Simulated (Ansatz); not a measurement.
# Geometry relaxation of WSe₂ (part 2 of 2)

WSe₂ (P-6m2, 9 atoms in the cell); DFT PBEsol, scalar-relativistic, plane waves, PAW, no spin polarisation (Ansatz 0.2.0); cutoff 420 eV, 12×12×1 k-mesh, Gaussian smearing of 0.02 eV. The structure derives from a Materials Project entry. It belongs to a series of runs on one base structure; here: volume × 0.97, shape and atoms relaxed.

Geometry of the input (Å; fractional positions):
```
3.2379  0.0000  0.0000
-1.6189  2.8041  0.0000
0.0000  0.0000  28.8899
W  0.6667  0.3333  0.0000
W  0.3333  0.6667  0.7735
W  0.3333  0.6667  0.2265
Se 0.3333  0.6667  0.0574
Se 0.6667  0.3333  0.8308
Se 0.6667  0.3333  0.2838
Se 0.3333  0.6667  0.9426
Se 0.6667  0.3333  0.7162
Se 0.6667  0.3333  0.1692
```

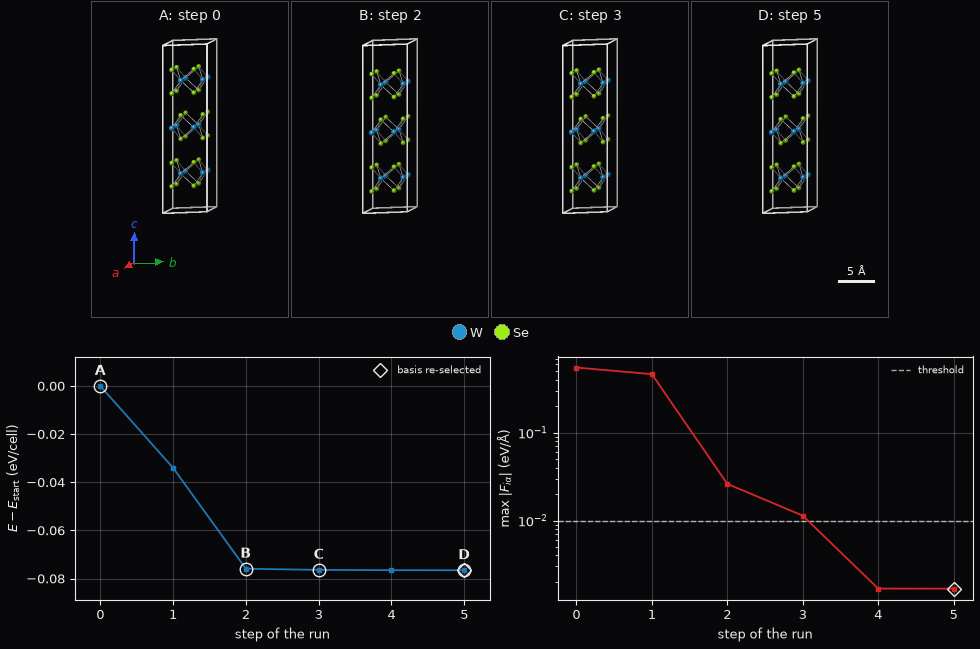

Fig. 1: Frames of the relaxation (ball-and-stick view of the 2 × 2 repeat of the cell, with the vacuum cut short, seen slightly off an axis) above the curves, on which the letters mark them (the first geometry is step 0 here and step 1 in the log).

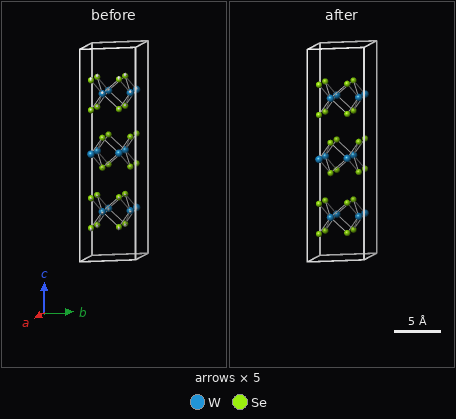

Fig. 2: Before (left) and after (right) the relaxation, at one scale (ball-and-stick view of the 2 × 2 repeat of the cell, with the vacuum cut short, seen slightly off an axis). The white arrows give the displacements (without the part carried along by the change of the cell), magnified 5 times. Over 4 geometry steps the energy falls by 76.5 meV per cell of the calculation. Largest force component: 0.55 eV/Å at the start, 0.0017 eV/Å at the end. The largest moves relative to the cell, 0.078 Å, are those of Se6 and Se8. Largest moves by element: Se 0.078 Å, W 0.061 Å. In the plane the drawn cell goes a 6.476 → 6.541 Å (+1.0 %), b 6.476 → 6.541 Å (+1.0 %). Among the contacts that change: W1–Se4 2.498 → 2.524 Å. The space group stays P-6m2 (No. 187). A last SCF at the same geometry on a re-selected plane-wave basis shifts the energy by next to nothing (0.0 meV per cell of the calculation). (Atoms are counted from 1 in the order of the input.)

```
basis re-selected at this cell: Δ(F+E_penalty+E_count) = -2.401e-5 eV, ΔP = -0.001 GPa vs the last step (what re-selecting the basis moved, of the pressure what is left beyond the Pulay correction that the steps carried, after the strain that the cell walked since its last selection, with what the two solves' SCF thresholds leave and, on support functions, any second-order correction that the steps lacked; it is no measure of the basis error at this ecutwfc). The dense FFT grid was sized anew with the basis: this SCF ran on 24×24×192 points, the steps before it on 24×24×200, so part of this shift can come from that change (see relax.cell in the input reference). This SCF's stress stands 1.46e-3 GPa from its target on what of the cell is left free (relax.cell.stress_tol is 1.00e-1 GPa) and its largest allowed force component is 1.68e-3 eV/Å (relax.f_tol is 1.00e-2 eV/Å): within both
SCF converged after 8 iterations
Free energy (F): -63320.260009 eV
Harris-Foulkes:  -63320.260009 eV  (|F-HF|=5.82e-10)
Internal energy: -63320.260009 eV  (E = F + TS)
E sigma→0 (E₀):  -63320.260009 eV
Fermi energy:    7.879728 eV
--- Per-component energies (eV) ---
  E_band       = -3286.838608
  E_kinetic    = 2070.238537
  E_local      = -105494.122961  (includes V_loc(G=0)·N_el)
  E_nonlocal   = -3543.135374
  E_hartree    = 52033.555619
  E_xc         = -1419.266663
  E_vxc        = -1309.225355  (∫ρ·V_xc dr)
  E_paw        = -36516.935623  (= ΣΔE_a)
  E_vpaw       = 922.301437  (= ΣTr[D̂ρ^β])
  E_aug_tail   = -0.003829  (compensation charges beyond the density's cutoff)
  E_ewald      = 29542.694205
  E_core_change = 6.716079  (= ΣΔE_core)
  E_smearing   = -0.000000  (= −TS)
  E_closure    = -0.000000  (closes the sum)
  Σ components = -63320.260009   (vs F -63320.260009, Δ=0.00e0)
--- Forces (eV/Å), atoms counted from 1 ---
  atom   1  W     -0.00000000    -0.00000000     0.00000000
  atom   2  W     -0.00000000     0.00000000     0.00005433
  atom   3  W      0.00000000     0.00000000    -0.00005433
  atom   4  Se     0.00000000     0.00000000     0.00116749
  atom   5  Se     0.00000000    -0.00000000     0.00105445
  atom   6  Se    -0.00000000    -0.00000000     0.00167556
  atom   7  Se    -0.00000000     0.00000000    -0.00116749
  atom   8  Se     0.00000000    -0.00000000    -0.00167556
  atom   9  Se     0.00000000    -0.00000000    -0.00105445
  max |Σ_I F_I| component: 1.62e-17 eV/Å
--- Stress (GPa, compression-positive) ---
        0.014758       0.000000       0.000000
        0.000000       0.014758      -0.000000
        0.000000      -0.000000       0.012575
  P = ⅓ Tr σ = 0.0140 GPa (0.140 kbar)
--- Band table (eV; the first three rows and the last of 19) ---
  k-point 0: bands = ["-66.7593", "-66.7566", "-66.7566", "-40.4338", "-40.4338", "-40.4332", "-40.4332", "-40.4285", "-40.4285", "-40.4285", "-40.4285", "-40.4154", "-40.4154", "-40.4154", "-40.4154", "-40.4047", "-40.4047", "-40.4035", "-40.4035", "-40.3991", "-40.3991", "-40.3991", "-40.3991", "-40.3928", "-40.3906", "-40.3868", "-40.3868", "-40.3822", "-40.3822", "-40.3822", "-40.3822", "-40.3682", "-40.3682", "-31.0603", "-31.0578", "-31.0578", "-30.9055", "-30.9055", "-30.9028", "-30.9028", "-30.9028", "-30.9028", "-7.8631", "-7.7898", "-7.7199", "-6.6213", "-6.4912", "-6.3813", "0.4266", "0.7573", "1.1076", "4.1129", "4.7790", "4.7790", "4.7843", "4.7843", "4.7879", "4.7879", "4.8112", "5.6380", "5.9320", "5.9320", "5.9480", "5.9480", "5.9609", "5.9609", "6.4559", "6.9700", "7.2580", "10.1502", "10.1502", "10.1670", "10.1670", "10.1852", "10.1852", "10.3024", "10.3024", "10.3661", "10.3661", "10.4131", "10.4131", "11.5708", "11.8128"]
  k-point 1: bands = ["-66.7586", "-66.7559", "-66.7559", "-40.4338", "-40.4335", "-40.4333", "-40.4329", "-40.4285", "-40.4285", "-40.4282", "-40.4282", "-40.4154", "-40.4154", "-40.4151", "-40.4151", "-40.4047", "-40.4047", "-40.4037", "-40.4035", "-40.3992", "-40.3992", "-40.3991", "-40.3991", "-40.3926", "-40.3904", "-40.3866", "-40.3866", "-40.3823", "-40.3823", "-40.3822", "-40.3822", "-40.3681", "-40.3681", "-31.0567", "-31.0542", "-31.0542", "-30.9227", "-30.9200", "-30.9200", "-30.9095", "-30.9068", "-30.9068", "-7.7550", "-7.6819", "-7.6122", "-6.5635", "-6.4365", "-6.3297", "0.5638", "0.8930", "1.2446", "3.9945", "4.4533", "4.4622", "4.4688", "4.6105", "4.8827", "4.8899", "4.8955", "5.1697", "5.7468", "5.7649", "5.7796", "5.8983", "5.9357", "6.1430", "6.4736", "6.9225", "7.1353", "9.8736", "9.9075", "9.9245", "9.9245", "9.9834", "10.0249", "10.1357", "10.2008", "10.2727", "10.3412", "10.3756", "10.3892", "11.8349", "12.1604"]
  k-point 2: bands = ["-66.7565", "-66.7538", "-66.7538", "-40.4336", "-40.4334", "-40.4326", "-40.4320", "-40.4285", "-40.4285", "-40.4273", "-40.4273", "-40.4154", "-40.4154", "-40.4142", "-40.4142", "-40.4049", "-40.4049", "-40.4042", "-40.4036", "-40.3996", "-40.3996", "-40.3993", "-40.3993", "-40.3922", "-40.3900", "-40.3862", "-40.3862", "-40.3827", "-40.3827", "-40.3823", "-40.3823", "-40.3677", "-40.3677", "-31.0470", "-31.0445", "-31.0445", "-30.9693", "-30.9666", "-30.9666", "-30.9203", "-30.9176", "-30.9176", "-7.4443", "-7.3723", "-7.3034", "-6.3976", "-6.2799", "-6.1824", "0.9468", "1.2682", "1.6203", "3.6583", "3.6677", "3.7011", "3.7046", "4.1206", "4.4402", "5.1682", "5.1809", "5.1927", "5.3167", "5.3391", "5.3566", "5.6275", "5.7666", "6.0728", "6.4022", "6.6325", "6.7195", "9.1239", "9.3076", "9.5330", "9.6718", "9.8113", "9.8590", "9.8922", "9.9604", "9.9666", "10.7158", "10.7815", "10.8296", "12.2615", "12.6371"]
  k-point 18: bands = ["-66.7466", "-66.7439", "-66.7439", "-40.4320", "-40.4306", "-40.4305", "-40.4303", "-40.4262", "-40.4262", "-40.4254", "-40.4254", "-40.4131", "-40.4131", "-40.4124", "-40.4124", "-40.4067", "-40.4058", "-40.4048", "-40.4046", "-40.4008", "-40.4008", "-40.4002", "-40.4002", "-40.3904", "-40.3879", "-40.3843", "-40.3843", "-40.3839", "-40.3839", "-40.3833", "-40.3833", "-40.3657", "-40.3657", "-31.0946", "-31.0919", "-31.0919", "-31.0660", "-31.0633", "-31.0633", "-31.0006", "-30.9980", "-30.9980", "-5.3990", "-5.3899", "-5.3899", "-5.3151", "-5.3041", "-5.3041", "1.5541", "1.6127", "1.6686", "1.7315", "1.7499", "1.7563", "2.5735", "2.6625", "2.7369", "3.2278", "3.2370", "3.3614", "3.6840", "3.7910", "3.8585", "4.7181", "4.7610", "4.7880", "7.0290", "7.1094", "7.1874", "8.8148", "8.8163", "8.8163", "9.4970", "9.8795", "10.2739", "10.6222", "10.6517", "10.7128", "11.9899", "12.0545", "12.2026", "13.0431", "13.1041"]
--- Relaxed structure (5 steps of the walk, 5 accepted, 1 SCFs on fresh bases) ---
  F+E_penalty+E_count = -63320.26000936 eV   max|allowed force component| = 1.676e-3 eV/Å   (the final SCF, on the basis selected at the relaxed cell)
  cell:  # Å, volume = 262.2972 Å³
    - [3.270581990330452, 0.0, 5.994194722235797e-19]
    - [-1.635290995165226, 2.8324070887860433, -2.9970973611179074e-19]
    - [5.348342080040211e-18, -9.271525960250422e-33, 28.314762478078755]
  atoms:
    - { symbol: W, position: [0.6666666666666665, 0.3333333333333333, -1.6679429811478783e-21] }
    - { symbol: W, position: [0.3333333333333333, 0.6666666666666666, 0.7667026986799452] }
    - { symbol: W, position: [0.3333333333333333, 0.6666666666666666, 0.23329730132005472] }
    - { symbol: Se, position: [0.3333333333333333, 0.6666666666666666, 0.05913209575064603] }
    - { symbol: Se, position: [0.6666666666666665, 0.3333333333333333, 0.8258448726935613] }
    - { symbol: Se, position: [0.6666666666666665, 0.3333333333333333, 0.2923559957385875] }
    - { symbol: Se, position: [0.3333333333333333, 0.6666666666666666, 0.9408679042493538] }
    - { symbol: Se, position: [0.6666666666666665, 0.3333333333333333, 0.7076440042614124] }
    - { symbol: Se, position: [0.6666666666666665, 0.3333333333333333, 0.17415512730643865] }
```

## Trajectory as extended XYZ (Å, eV, eV/Å), 6 frames, from step=1 to step=6
```
9
Lattice="3.2379 0.0000 0.0000 -1.6189 2.8041 0.0000 0.0000 0.0000 28.8899" Properties=species:S:1:pos:R:3:forces:R:3 step=1 energy=-63320.18349 pressure_GPa=3.11
W     1.6189    0.9347    0.0000    0.0000   0.0000   0.0000
W     0.0000    1.8694   22.3453    0.0000   0.0000  -0.0019
W     0.0000    1.8694    6.5446    0.0000   0.0000   0.0019
Se    0.0000    1.8694    1.6574    0.0000   0.0000   0.5393
Se    1.6189    0.9347   24.0029    0.0000   0.0000   0.5407
Se    1.6189    0.9347    8.1999    0.0000   0.0000   0.5533
Se    0.0000    1.8694   27.2325    0.0000   0.0000  -0.5393
Se    1.6189    0.9347   20.6900    0.0000   0.0000  -0.5533
Se    1.6189    0.9347    4.8870    0.0000   0.0000  -0.5407
9
Lattice="3.2738 0.0000 0.0000 -1.6369 2.8352 0.0000 0.0000 0.0000 28.2596" Properties=species:S:1:pos:R:3:forces:R:3 step=2 energy=-63320.21748 pressure_GPa=-1.46
W     1.6369    0.9451    0.0000    0.0000   0.0000   0.0000
W     0.0000    1.8901   21.8103    0.0000   0.0000  -0.0303
W     0.0000    1.8901    6.4493    0.0000   0.0000   0.0303
Se    0.0000    1.8901    1.6973    0.0000   0.0000  -0.4556
Se    1.6369    0.9451   23.5085    0.0000   0.0000  -0.4654
Se    1.6369    0.9451    8.1453    0.0000   0.0000  -0.4289
Se    0.0000    1.8901   26.5623    0.0000   0.0000   0.4556
Se    1.6369    0.9451   20.1143    0.0000   0.0000   0.4289
Se    1.6369    0.9451    4.7511    0.0000   0.0000   0.4654
9
Lattice="3.2738 0.0000 0.0000 -1.6369 2.8352 0.0000 0.0000 0.0000 28.2600" Properties=species:S:1:pos:R:3:forces:R:3 step=3 energy=-63320.25939 pressure_GPa=-0.12
W     1.6369    0.9450    0.0000    0.0000   0.0000   0.0000
W     0.0000    1.8901   21.6909    0.0000   0.0000  -0.0020
W     0.0000    1.8901    6.5691    0.0000   0.0000   0.0020
Se    0.0000    1.8901    1.6734    0.0000   0.0000  -0.0093
Se    1.6369    0.9450   23.3656    0.0000   0.0000  -0.0262
Se    1.6369    0.9450    8.2412    0.0000   0.0000  -0.0187
Se    0.0000    1.8901   26.5866    0.0000   0.0000   0.0093
Se    1.6369    0.9450   20.0188    0.0000   0.0000   0.0187
Se    1.6369    0.9450    4.8944    0.0000   0.0000   0.0262
9
Lattice="3.2687 0.0000 0.0000 -1.6343 2.8307 0.0000 0.0000 0.0000 28.3482" Properties=species:S:1:pos:R:3:forces:R:3 step=4 energy=-63320.25985 pressure_GPa=0.03
W     1.6343    0.9436    0.0000    0.0000   0.0000   0.0000
W     0.0000    1.8872   21.7340    0.0000   0.0000   0.0008
W     0.0000    1.8872    6.6141    0.0000   0.0000  -0.0008
Se    0.0000    1.8872    1.6756    0.0000   0.0000  -0.0085
Se    1.6343    0.9436   23.4101    0.0000   0.0000  -0.0114
Se    1.6343    0.9436    8.2878    0.0000   0.0000  -0.0114
Se    0.0000    1.8872   26.6725    0.0000   0.0000   0.0085
Se    1.6343    0.9436   20.0603    0.0000   0.0000   0.0114
Se    1.6343    0.9436    4.9380    0.0000   0.0000   0.0114
9
Lattice="3.2706 0.0000 0.0000 -1.6353 2.8324 0.0000 0.0000 0.0000 28.3148" Properties=species:S:1:pos:R:3:forces:R:3 step=5 energy=-63320.25998 pressure_GPa=0.02
W     1.6353    0.9441    0.0000    0.0000   0.0000   0.0000
W     0.0000    1.8883   21.7090    0.0000   0.0000   0.0001
W     0.0000    1.8883    6.6058    0.0000   0.0000  -0.0001
Se    0.0000    1.8883    1.6743    0.0000   0.0000   0.0012
Se    1.6353    0.9441   23.3836    0.0000   0.0000   0.0011
Se    1.6353    0.9441    8.2780    0.0000   0.0000   0.0017
Se    0.0000    1.8883   26.6405    0.0000   0.0000  -0.0012
Se    1.6353    0.9441   20.0368    0.0000   0.0000  -0.0017
Se    1.6353    0.9441    4.9312    0.0000   0.0000  -0.0011
9
Lattice="3.2706 0.0000 0.0000 -1.6353 2.8324 0.0000 0.0000 0.0000 28.3148" Properties=species:S:1:pos:R:3:forces:R:3 step=6 energy=-63320.26001 pressure_GPa=0.01
W     1.6353    0.9441    0.0000    0.0000   0.0000   0.0000
W     0.0000    1.8883   21.7090    0.0000   0.0000   0.0001
W     0.0000    1.8883    6.6058    0.0000   0.0000  -0.0001
Se    0.0000    1.8883    1.6743    0.0000   0.0000   0.0012
Se    1.6353    0.9441   23.3836    0.0000   0.0000   0.0011
Se    1.6353    0.9441    8.2780    0.0000   0.0000   0.0017
Se    0.0000    1.8883   26.6405    0.0000   0.0000  -0.0012
Se    1.6353    0.9441   20.0368    0.0000   0.0000  -0.0017
Se    1.6353    0.9441    4.9312    0.0000   0.0000  -0.0011
```
